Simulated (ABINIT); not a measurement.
Geometry relaxation of MoSi2 (part 2 of 4)

Continued. System: MoSi2 (I4/mmm, 3 atoms in the cell). Method: Kohn-Sham DFT of a periodic cell, PBE, PseudoDojo NC SR PBE v0.4.1 standard, no spin polarisation (ABINIT 10.8.3); cutoff 1088.46 eV, 9×9×9 k-mesh, fermi-dirac of 0.05 eV. The structure derives from an entry of the Crystallography Open Database.

Geometry of the input (Å; fractional positions):
```
-1.6000  1.6000  3.9305
1.6000  -1.6000  3.9305
1.6000  1.6000  -3.9305
Mo 0.0000  0.0000  0.0000
Si 0.6670  0.6670  0.0000
Si 0.3330  0.3330  0.0000
```

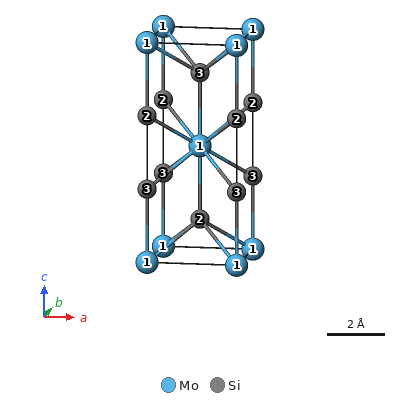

*The structure as given in the input (ball-and-stick view of the cell 2 times as large as that of the calculation, set on its symmetry axes, seen slightly off an axis; atoms are numbered from 1 in the order of the input). An atom can appear more than once, as a periodic image.*

Output, continued
```
     iter   Etot(hartree)      deltaE(h)  residm     vres2
 ETOT  1  -78.789655431601    -7.879E+01 1.300E-04 1.058E+02
 ETOT  2  -78.780969183748     8.686E-03 2.764E-04 2.375E+02
 ETOT  3  -78.795685533137    -1.472E-02 4.297E-04 1.225E-01
 ETOT  4  -78.795696745808    -1.121E-05 2.038E-04 4.511E-03
 ETOT  5  -78.795697069099    -3.233E-07 1.186E-04 8.753E-06
 ETOT  6  -78.795697070129    -1.030E-09 1.213E-04 3.128E-06
 ETOT  7  -78.795697070354    -2.257E-10 8.702E-05 3.059E-08
 ETOT  8  -78.795697070356    -1.847E-12 9.281E-05 9.088E-11
 ETOT  9  -78.795697070361    -4.462E-12 6.662E-05 4.311E-12
 ETOT 10  -78.795697070359     1.876E-12 7.057E-05 2.192E-13

 At SCF step   10       vres2   =  2.19E-13 < tolvrs=  1.00E-12 =>converged.

 Cartesian components of stress tensor (hartree/bohr^3)
  sigma(1 1)= -4.18850003E-05  sigma(3 2)=  0.00000000E+00
  sigma(2 2)= -4.18850003E-05  sigma(3 1)=  0.00000000E+00
  sigma(3 3)= -5.54746930E-06  sigma(2 1)=  0.00000000E+00

--- !ResultsGS
iteration_state: {dtset: 1, itime: 2, icycle: 1, }
comment   : Summary of ground state results
lattice_vectors:
- [ -3.0323195,   3.0323195,   7.4379300, ]
- [  3.0323195,  -3.0323195,   7.4379300, ]
- [  3.0323195,   3.0323195,  -7.4379300, ]
lattice_lengths: [   8.58561,    8.58561,    8.58561, ]
lattice_angles: [138.635, 138.635,  59.931, ] # degrees, (23, 13, 12)
lattice_volume:   2.7356592E+02
convergence: {deltae:  1.876E-12, res2:  2.192E-13, residm:  7.057E-05, diffor: null, }
etotal    :  -7.87956971E+01
entropy   :   0.00000000E+00
fermie    :   4.57281238E-01
cartesian_stress_tensor: # hartree/bohr^3
- [ -4.18850003E-05,   0.00000000E+00,   0.00000000E+00, ]
- [  0.00000000E+00,  -4.18850003E-05,   0.00000000E+00, ]
- [  0.00000000E+00,   0.00000000E+00,  -5.54746930E-06, ]
pressure_GPa:   8.7594E-01
xred      :
- [  0.0000E+00,   0.0000E+00,   0.0000E+00, Mo]
- [  6.6660E-01,   6.6660E-01,   1.0648E-17, Si]
- [  3.3340E-01,   3.3340E-01,   5.6866E-18, Si]
cartesian_forces: # hartree/bohr
- [ -3.81385381E-19,   1.96855778E-19,   2.89120579E-19, ]
- [ -2.47565331E-18,  -5.19763880E-18,  -5.02112871E-03, ]
- [  2.85703870E-18,   5.00078303E-18,   5.02112871E-03, ]
force_length_stats: {min:   5.17491754E-19, max:   5.02112871E-03, mean:   3.34741914E-03, }
...

 Integrated electronic density in atomic spheres:
 ------------------------------------------------
 Atom  Sphere_radius  Integrated_density
    1        2.00000         10.61728943
    2        2.00000          1.77967252
    3        2.00000          1.77967252

---OUTPUT-----------------------------------------------------------------------

 Cartesian coordinates (xcart) [bohr]
  0.00000000000000E+00  0.00000000000000E+00  0.00000000000000E+00
  4.48493346789614E-16 -3.83916588275539E-16  9.91630052464523E+00
  9.88448890045901E-17 -6.43577154788739E-17  4.95955952892337E+00
 Reduced coordinates (xred)
  0.00000000000000E+00  0.00000000000000E+00  0.00000000000000E+00
  6.66603509910433E-01  6.66603509910433E-01  1.06480796351023E-17
  3.33396490089567E-01  3.33396490089567E-01  5.68659961480377E-18
 Cartesian forces (fcart) [Ha/bohr]; max,rms= 5.02113E-03 2.36698E-03 (free atoms)
 -3.81385380584077E-19  1.96855778074859E-19  2.89120579329468E-19
 -2.47565331485325E-18 -5.19763880472218E-18 -5.02112870504648E-03
  2.85703869543732E-18  5.00078302664732E-18  5.02112870504648E-03
 Gradient of E wrt nuclear positions in reduced coordinates (gred)
 -3.90387056544744E-18 -3.97046711264406E-19  2.71001134590015E-18
  3.73468039636138E-02  3.73468039636138E-02 -3.73468039636138E-02
 -3.73468039636138E-02 -3.73468039636138E-02  3.73468039636138E-02
 Scale of Primitive Cell (acell) [bohr]
  8.58561156176834E+00  8.58561156176834E+00  8.58561156176834E+00
 Real space primitive translations (rprimd) [bohr]
 -3.03231947576691E+00  3.03231947576691E+00  7.43793002678430E+00
  3.03231947576691E+00 -3.03231947576691E+00  7.43793002678430E+00
  3.03231947576691E+00  3.03231947576691E+00 -7.43793002678430E+00
 Unitary Cell Volume (ucvol) [Bohr^3]=  2.73565918061416E+02
 Angles (23,13,12)= [degrees]
  1.38635357361220E+02  1.38635357361220E+02  5.99312995147601E+01
 Lengths [Bohr]
  8.58561156176834E+00  8.58561156176834E+00  8.58561156176834E+00
 Stress tensor in cartesian coordinates (strten) [Ha/bohr^3]
 -4.18850003397597E-05  0.00000000000000E+00  0.00000000000000E+00
  0.00000000000000E+00 -4.18850003397510E-05  0.00000000000000E+00
  0.00000000000000E+00  0.00000000000000E+00 -5.54746930191141E-06
 Total energy (etotal) [Ha]= -7.87956970703588E+01

 Difference of energy with previous step (new-old):
           Absolute (Ha)=-1.82991E-04
           Relative     =-2.32235E-06

--- Iteration: ( 3/50) Internal Cycle: (1/1)
--------------------------------------------------------------------------------

---SELF-CONSISTENT-FIELD CONVERGENCE--------------------------------------------

--- !BeginCycle
iteration_state: {dtset: 1, itime: 3, icycle: 1, }
solver: {iscf: 7, nstep: 80, nline: 4, wfoptalg: 0, }
tolerances: {tolvrs: 1.00E-12, }
...

     iter   Etot(hartree)      deltaE(h)  residm     vres2
 ETOT  1  -78.789205890144    -7.879E+01 1.057E-04 1.148E+02
 ETOT  2  -78.779657910988     9.548E-03 2.040E-04 2.580E+02
 ETOT  3  -78.795803863504    -1.615E-02 1.875E-04 1.364E-01
 ETOT  4  -78.795816663507    -1.280E-05 6.579E-05 5.039E-03
 ETOT  5  -78.795817033449    -3.699E-07 2.029E-05 6.476E-06
 ETOT  6  -78.795817034449    -1.000E-09 2.222E-05 3.276E-06
 ETOT  7  -78.795817034695    -2.456E-10 9.553E-06 4.264E-08
 ETOT  8  -78.795817034696    -6.111E-13 1.454E-05 1.789E-10
 ETOT  9  -78.795817034699    -3.737E-12 5.140E-06 5.035E-13

 At SCF step    9       vres2   =  5.04E-13 < tolvrs=  1.00E-12 =>converged.

 Cartesian components of stress tensor (hartree/bohr^3)
  sigma(1 1)=  1.54568091E-05  sigma(3 2)=  0.00000000E+00
  sigma(2 2)=  1.54568091E-05  sigma(3 1)=  0.00000000E+00
  sigma(3 3)=  2.19686493E-05  sigma(2 1)=  0.00000000E+00

--- !ResultsGS
iteration_state: {dtset: 1, itime: 3, icycle: 1, }
comment   : Summary of ground state results
lattice_vectors:
- [ -3.0424948,   3.0424948,   7.4429158, ]
- [  3.0424948,  -3.0424948,   7.4429158, ]
- [  3.0424948,   3.0424948,  -7.4429158, ]
lattice_lengths: [   8.59712,    8.59712,    8.59712, ]
lattice_angles: [138.548, 138.548,  60.064, ] # degrees, (23, 13, 12)
lattice_volume:   2.7558957E+02
convergence: {deltae: -3.737E-12, res2:  5.035E-13, residm:  5.140E-06, diffor: null, }
etotal    :  -7.87958170E+01
entropy   :   0.00000000E+00
fermie    :   4.52762354E-01
cartesian_stress_tensor: # hartree/bohr^3
- [  1.54568091E-05,   0.00000000E+00,   0.00000000E+00, ]
- [  0.00000000E+00,   1.54568091E-05,   0.00000000E+00, ]
- [  0.00000000E+00,   0.00000000E+00,   2.19686493E-05, ]
pressure_GPa:  -5.1862E-01
xred      :
- [ -1.3591E-21,  -7.1511E-20,  -2.0167E-19, Mo]
- [  6.6579E-01,   6.6579E-01,   9.3464E-18, Si]
- [  3.3421E-01,   3.3421E-01,   6.7413E-18, Si]
cartesian_forces: # hartree/bohr
- [ -0.00000000E+00,  -0.00000000E+00,  -0.00000000E+00, ]
- [ -6.20495194E-20,  -9.29411257E-19,  -3.01393859E-03, ]
- [  6.20495194E-20,   9.29411257E-19,   3.01393859E-03, ]
force_length_stats: {min:   0.00000000E+00, max:   3.01393859E-03, mean:   2.00929239E-03, }
...

 Integrated electronic density in atomic spheres:
 ------------------------------------------------
 Atom  Sphere_radius  Integrated_density
    1        2.00000         10.60143796
    2        2.00000          1.76336756
    3        2.00000          1.76336756

---OUTPUT-----------------------------------------------------------------------

 Cartesian coordinates (xcart) [bohr]
 -8.27013483838355E-19 -4.00142420794266E-19  9.58644676672248E-19
  2.49995576111605E-16 -1.93122642134395E-16  9.91080506708566E+00
  7.41480359447961E-17 -3.31273908488577E-17  4.97502656373310E+00
 Reduced coordinates (xred)
 -1.35912670179921E-21 -7.15106134309055E-20 -2.01669353140221E-19
  6.65787798282422E-01  6.65787798282422E-01  9.34643085126500E-18
  3.34212201717578E-01  3.34212201717578E-01  6.74128440458351E-18
 Cartesian forces (fcart) [Ha/bohr]; max,rms= 3.01394E-03 1.42078E-03 (free atoms)
 -0.00000000000000E+00 -0.00000000000000E+00 -0.00000000000000E+00
 -6.20495193761329E-20 -9.29411257364536E-19 -3.01393858847795E-03
  6.20495193761329E-20  9.29411257364536E-19  3.01393858847795E-03
 Gradient of E wrt nuclear positions in reduced coordinates (gred)
 -0.00000000000000E+00 -0.00000000000000E+00 -0.00000000000000E+00
  2.24324911868552E-02  2.24324911868552E-02 -2.24324911868552E-02
 -2.24324911868552E-02 -2.24324911868552E-02  2.24324911868552E-02
 Scale of Primitive Cell (acell) [bohr]
  8.59712421064980E+00  8.59712421064980E+00  8.59712421064980E+00
 Real space primitive translations (rprimd) [bohr]
 -3.04249477058465E+00  3.04249477058465E+00  7.44291581540938E+00
  3.04249477058465E+00 -3.04249477058465E+00  7.44291581540938E+00
  3.04249477058465E+00  3.04249477058465E+00 -7.44291581540938E+00
 Unitary Cell Volume (ucvol) [Bohr^3]=  2.75589571190165E+02
 Angles (23,13,12)= [degrees]
  1.38548305775180E+02  1.38548305775180E+02  6.00642721673446E+01
 Lengths [Bohr]
  8.59712421064980E+00  8.59712421064980E+00  8.59712421064980E+00
 Stress tensor in cartesian coordinates (strten) [Ha/bohr^3]
  1.54568090753576E-05  0.00000000000000E+00  0.00000000000000E+00
  0.00000000000000E+00  1.54568090753593E-05  0.00000000000000E+00
  0.00000000000000E+00  0.00000000000000E+00  2.19686492530721E-05
 Total energy (etotal) [Ha]= -7.87958170346994E+01

 Difference of energy with previous step (new-old):
           Absolute (Ha)=-1.19964E-04
           Relative     =-1.52247E-06

--- Iteration: ( 4/50) Internal Cycle: (1/1)
--------------------------------------------------------------------------------

---SELF-CONSISTENT-FIELD CONVERGENCE--------------------------------------------

--- !BeginCycle
iteration_state: {dtset: 1, itime: 4, icycle: 1, }
solver: {iscf: 7, nstep: 80, nline: 4, wfoptalg: 0, }
tolerances: {tolvrs: 1.00E-12, }
...

     iter   Etot(hartree)      deltaE(h)  residm     vres2
 ETOT  1  -78.795792506931    -7.880E+01 1.783E-01 8.704E-01
 ETOT  2  -78.795723031749     6.948E-05 2.885E-03 1.983E+00
 ETOT  3  -78.795846607491    -1.236E-04 1.253E-02 3.404E-03
 ETOT  4  -78.795846902307    -2.948E-07 6.664E-05 1.439E-05
 ETOT  5  -78.795846903950    -1.643E-09 8.481E-06 8.398E-08
 ETOT  6  -78.795846903965    -1.501E-11 6.904E-05 7.051E-09
 ETOT  7  -78.795846903969    -3.212E-12 4.170E-06 1.473E-10
 ETOT  8  -78.795846903962     6.352E-12 3.605E-05 5.200E-14

 At SCF step    8       vres2   =  5.20E-14 < tolvrs=  1.00E-12 =>converged.

 Cartesian components of stress tensor (hartree/bohr^3)
  sigma(1 1)=  2.13350615E-05  sigma(3 2)=  0.00000000E+00
  sigma(2 2)=  2.13350615E-05  sigma(3 1)=  0.00000000E+00
  sigma(3 3)=  1.44209735E-05  sigma(2 1)=  0.00000000E+00

--- !ResultsGS
iteration_state: {dtset: 1, itime: 4, icycle: 1, }
comment   : Summary of ground state results
lattice_vectors:
- [ -3.0440590,   3.0440590,   7.4395110, ]
- [  3.0440590,  -3.0440590,   7.4395110, ]
- [  3.0440590,   3.0440590,  -7.4395110, ]
lattice_lengths: [   8.59528,    8.59528,    8.59528, ]
lattice_angles: [138.517, 138.517,  60.113, ] # degrees, (23, 13, 12)
lattice_volume:   2.7574682E+02
convergence: {deltae:  6.352E-12, res2:  5.200E-14, residm:  3.605E-05, diffor: null, }
etotal    :  -7.87958469E+01
entropy   :   0.00000000E+00
fermie    :   4.52305090E-01
cartesian_stress_tensor: # hartree/bohr^3
- [  2.13350615E-05,   0.00000000E+00,   0.00000000E+00, ]
- [  0.00000000E+00,   2.13350615E-05,   0.00000000E+00, ]
- [  0.00000000E+00,   0.00000000E+00,   1.44209735E-05, ]
pressure_GPa:  -5.5989E-01
xred      :
- [ -1.5786E-21,  -8.3058E-20,  -2.3424E-19, Mo]
- [  6.6532E-01,   6.6532E-01,   9.0136E-18, Si]
- [  3.3468E-01,   3.3468E-01,   7.0899E-18, Si]
cartesian_forces: # hartree/bohr
- [  9.49786381E-20,   9.49786381E-20,  -0.00000000E+00, ]
- [ -4.25391325E-19,  -5.01385699E-19,  -1.73223941E-03, ]
- [  3.30412686E-19,   4.06407061E-19,   1.73223941E-03, ]
force_length_stats: {min:   1.34320078E-19, max:   1.73223941E-03, mean:   1.15482628E-03, }
...

 Integrated electronic density in atomic spheres:
 ------------------------------------------------
 Atom  Sphere_radius  Integrated_density
    1        2.00000         10.60098190
    2        2.00000          1.76393858
    3        2.00000          1.76393858

---OUTPUT-----------------------------------------------------------------------

 Cartesian coordinates (xcart) [bohr]
 -9.61056700864331E-19 -4.64997926055059E-19  1.11294099537838E-18
  8.56757117894154E-16 -8.01881135480222E-16  9.89937099734228E+00
  8.04412318706801E-17 -3.72773541551947E-17  4.97965092874118E+00
 Reduced coordinates (xred)
 -1.57860378079832E-21 -8.30584261053773E-20 -2.34235706587815E-19
  6.65324041225339E-01  6.65324041225339E-01  9.01362000640557E-18
  3.34675958774661E-01  3.34675958774661E-01  7.08985560924679E-18
 Cartesian forces (fcart) [Ha/bohr]; max,rms= 1.73224E-03 8.16585E-04 (free atoms)
  9.49786381390065E-20  9.49786381390065E-20 -0.00000000000000E+00
 -4.25391324599427E-19 -5.01385698989170E-19 -1.73223941392779E-03
  3.30412686460420E-19  4.06407060850164E-19  1.73223941392779E-03
 Gradient of E wrt nuclear positions in reduced coordinates (gred)
 -8.55196122080340E-36  1.45212214666979E-35 -5.78241158658936E-19
  1.28870141105288E-02  1.28870141105288E-02 -1.28870141105288E-02
 -1.28870141105288E-02 -1.28870141105288E-02  1.28870141105288E-02
 Scale of Primitive Cell (acell) [bohr]
  8.59528439904800E+00  8.59528439904800E+00  8.59528439904800E+00
 Real space primitive translations (rprimd) [bohr]
 -3.04405901152556E+00  3.04405901152556E+00  7.43951096304173E+00
  3.04405901152556E+00 -3.04405901152556E+00  7.43951096304173E+00
  3.04405901152556E+00  3.04405901152556E+00 -7.43951096304173E+00
 Unitary Cell Volume (ucvol) [Bohr^3]=  2.75746820862338E+02
 Angles (23,13,12)= [degrees]
  1.38516725744398E+02  1.38516725744398E+02  6.01125237533134E+01
 Lengths [Bohr]
  8.59528439904800E+00  8.59528439904800E+00  8.59528439904800E+00
 Stress tensor in cartesian coordinates (strten) [Ha/bohr^3]
  2.13350614716879E-05  0.00000000000000E+00  0.00000000000000E+00
  0.00000000000000E+00  2.13350614716879E-05  0.00000000000000E+00
  0.00000000000000E+00  0.00000000000000E+00  1.44209734680174E-05
 Total energy (etotal) [Ha]= -7.87958469039623E+01

 Difference of energy with previous step (new-old):
           Absolute (Ha)=-2.98693E-05
           Relative     =-3.79072E-07

--- Iteration: ( 5/50) Internal Cycle: (1/1)
--------------------------------------------------------------------------------

---SELF-CONSISTENT-FIELD CONVERGENCE--------------------------------------------

--- !BeginCycle
iteration_state: {dtset: 1, itime: 5, icycle: 1, }
solver: {iscf: 7, nstep: 80, nline: 4, wfoptalg: 0, }
tolerances: {tolvrs: 1.00E-12, }
...

     iter   Etot(hartree)      deltaE(h)  residm     vres2
 ETOT  1  -78.795645541543    -7.880E+01 1.596E-01 3.975E+00
 ETOT  2  -78.795368866713     2.767E-04 3.804E-02 7.988E+00
 ETOT  3  -78.795865189894    -4.963E-04 7.895E-03 1.047E-02
 ETOT  4  -78.795866038578    -8.487E-07 2.034E-04 1.658E-05
 ETOT  5  -78.795866041167    -2.589E-09 1.612E-03 6.275E-07
 ETOT  6  -78.795866041226    -5.842E-11 7.004E-05 4.884E-09
 ETOT  7  -78.795866041226    -8.953E-13 4.952E-05 4.888E-10
 ETOT  8  -78.795866041229    -2.245E-12 3.035E-06 2.843E-13

 At SCF step    8       vres2   =  2.84E-13 < tolvrs=  1.00E-12 =>converged.
```
